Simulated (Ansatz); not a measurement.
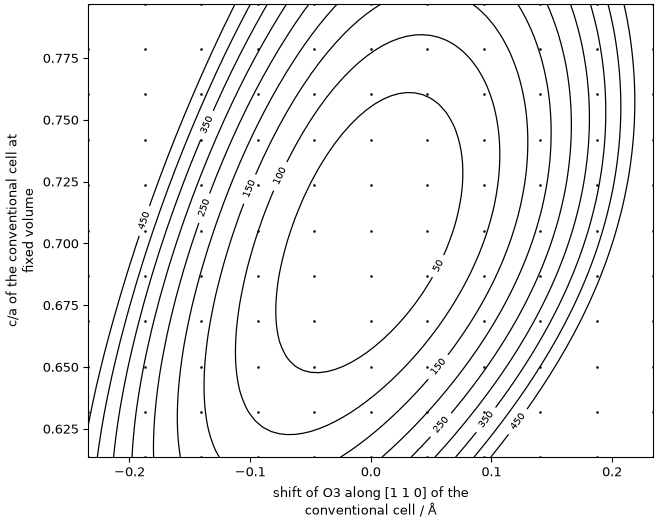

Energy landscape of IrO2 (P4_2/mnm, No. 136; 6 atoms in the cell). The energy is mapped over a free internal coordinate and the cell. The first coordinate is: shift of O3 along [1 1 0] of the conventional cell, Cartesian (0.71 0.71 0), its symmetry partners moved as symmetry demands (measured in the relaxed cell); the second: c/a of the conventional cell at fixed volume. Nothing is relaxed (all other coordinates fixed). The grid has 11 × 11 points. Points are written as (first, second). Energies are in meV/atom, from the lowest grid point. The runs have no spin polarisation; a magnetic state may lie lower. Method: DFT PBEsol, scalar-relativistic, plane waves, PAW in Ansatz. Settings: cutoff 520 eV, k-mesh 10×10×12 in the order of the run's cell vectors, gaussian smearing 0.15 eV, no spin polarisation.

In the figure: contour lines labelled in meV/atom (none above 450), dots at the grid points. Between grid points the surface is interpolated. 

Where are the wells?

Answer. The lowest grid point is at (0.000 Å, 0.705). No other kind of well shows on this grid. The highest grid point, (0.234 Å, 0.614), lies 1171 meV/atom above the lowest. Round the minimum the valley is somewhat tilted: raising the first coordinate shifts the best value of the second coordinate upwards (coupling k₁₂/√(k₁₁k₂₂) about −0.5).

Grid values (meV/atom):

| second ↓, first → | −0.234 | −0.187 | −0.140 | −0.094 | −0.047 | 0.000 | 0.047 | 0.094 | 0.140 | 0.187 | 0.234 |
| --- | --- | --- | --- | --- | --- | --- | --- | --- | --- | --- | --- |
| 0.797 | 1164 | 836 | 575 | 378 | 240 | 159 | 133 | 159 | 237 | 367 | 553 |
| 0.779 | 1066 | 748 | 495 | 305 | 176 | 104 | 87 | 120 | 203 | 338 | 529 |
| 0.760 | 969 | 662 | 419 | 239 | 121 | 60 | 51 | 92 | 182 | 323 | 520 |
| 0.742 | 876 | 579 | 347 | 181 | 77 | 27 | 28 | 78 | 175 | 324 | 528 |
| 0.724 | 786 | 503 | 286 | 135 | 44 | 7 | 19 | 78 | 185 | 342 | 555 |
| 0.705 | 702 | 433 | 235 | 101 | 25 | 0 | 23 | 94 | 211 | 378 | 603 |
| 0.687 | 625 | 375 | 196 | 79 | 18 | 7 | 43 | 126 | 255 | 435 | 672 |
| 0.669 | 558 | 329 | 170 | 70 | 25 | 29 | 79 | 175 | 318 | 511 | 763 |
| 0.650 | 502 | 296 | 156 | 75 | 46 | 66 | 131 | 242 | 400 | 610 | 877 |
| 0.632 | 459 | 276 | 156 | 93 | 81 | 117 | 199 | 326 | 501 | 728 | 1014 |
| 0.614 | 430 | 269 | 170 | 125 | 131 | 184 | 283 | 428 | 621 | 867 | 1171 |

The input of one point:

```yaml
crystal:
  lattice:
    - [4.4715818232, 0.0, 0.0]
    - [0.0, 4.4715818232, 0.0]
    - [0.0, 0.0, 3.1535743094]
  atoms:
    - { symbol: Ir, position: [0.0, 0.0, 0.0] }
    - { symbol: Ir, position: [0.5, 0.5, 0.5] }
    - { symbol: O, position: [0.3087817154, 0.3087817154, 0.0] }
    - { symbol: O, position: [0.1912182846, 0.8087817154, 0.5] }
    - { symbol: O, position: [0.6912182846, 0.6912182846, 0.0] }
    - { symbol: O, position: [0.8087817154, 0.1912182846, 0.5] }
basis:
  ecutwfc: 520.0
kpoints:
  mp_grid: { grid: [10, 10, 12] }
hamiltonian:
  xc: pbesol
  pseudopotentials: { kind: paw, azcp: { folder: soft_1 } }
scf:
  occupations: { method: gaussian, width: 0.15 }
output:
  forces: true
  stress: true
  eigenvalues: true
```

Each point was launched as `ansatz run input.yaml --threads 4 --pin off --max-ram 8192MiB --backend cpu --events-out ev --progress --plain --runs-dir out`. Time for the 121 points that were run: 8.5 min on 4 threads of AMD EPYC 7R43 64-Core Processor (Zen 3), on a shared host.
